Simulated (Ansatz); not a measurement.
C65O2 (slab)

C65O2 (slab), 67 atoms, a = 9.84 Å, b = 9.84 Å, c = 21.35 Å, α = 90.00°, β = 90.00°, γ = 120.00°.

Theory: Ansatz, DFT PBE+D3(BJ), scalar-relativistic, plane waves, PAW.

What can the converged valence pseudo-density and electron localisation function tell about the bonding?

C–O (1.17 Å): the density is about 3.6 e/Å³ at the midpoint; the ELF peaks at about 0.85 between the atoms (inside overlapping PAW spheres, so only a guide): a short, multiple covalent bond.

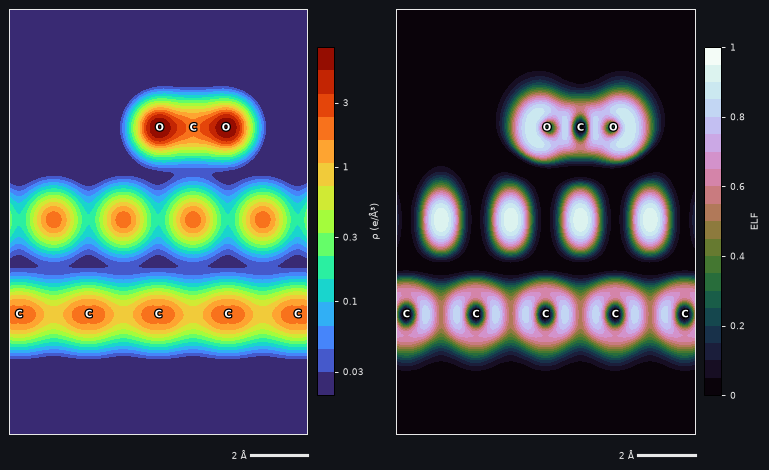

Computed valence pseudo-density and electron localisation function on the (010) plane of the calculation cell, a cut from vacuum to vacuum, in this order. Atoms just off the plane (C, 0.7 Å away) can leave unmarked features too.
